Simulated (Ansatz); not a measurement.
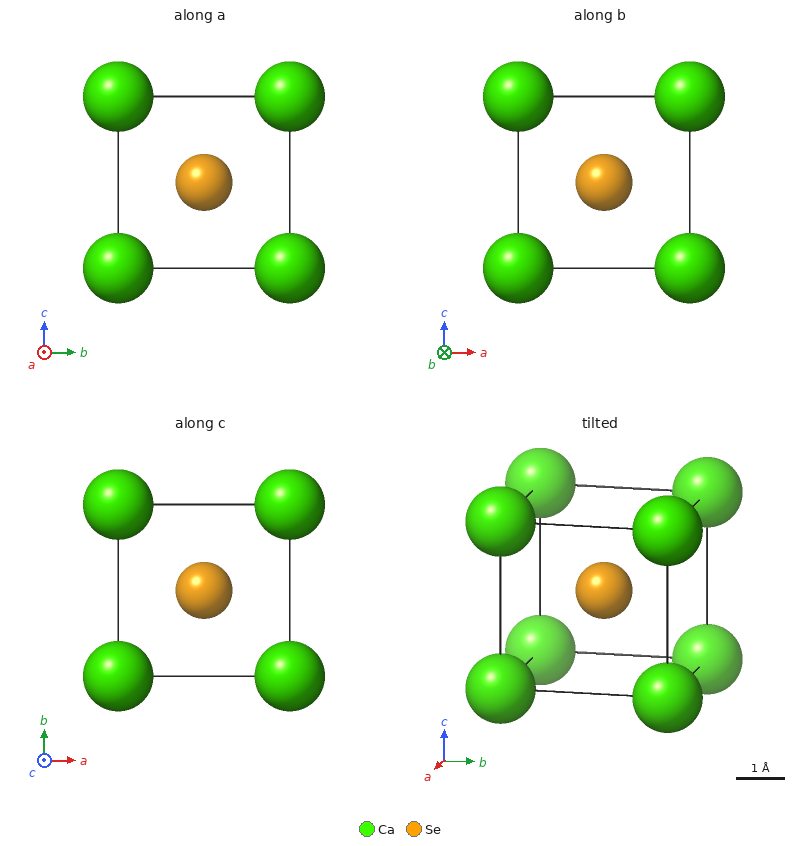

Shown here is a spheres-only view of the crystal, taken along the a axis, along the b axis, along the c axis and slightly off an axis. Atoms at the boundary of the conventional unit cell (the box) are drawn once for each face, edge or corner they touch.

Lattice parameters: a = 3.6348 Å, b = 3.6348 Å, c = 3.6348 Å, α = 90.000°, β = 90.000°, γ = 90.000°.

Q: Transcribe the picture into a CIF in P1 with every atom of the cell.

A:
```cif
data_structure
_symmetry_space_group_name_H-M 'P 1'
_symmetry_Int_Tables_number 1
_cell_length_a 3.6348
_cell_length_b 3.6348
_cell_length_c 3.6348
_cell_angle_alpha 90.000
_cell_angle_beta 90.000
_cell_angle_gamma 90.000
_cell_volume 48.02
loop_
_atom_site_label
_atom_site_type_symbol
_atom_site_fract_x
_atom_site_fract_y
_atom_site_fract_z
_atom_site_occupancy
Ca1 Ca 0.0000 0.0000 0.0000 1
Se1 Se 0.5000 0.5000 0.5000 1
```

The model was built from a structure type filled with these elements by a generator (whether the compound takes this form wasn't checked). Earlier steps of the study may have refined or changed the cell and positions. It was the input of a calculation with Ansatz.
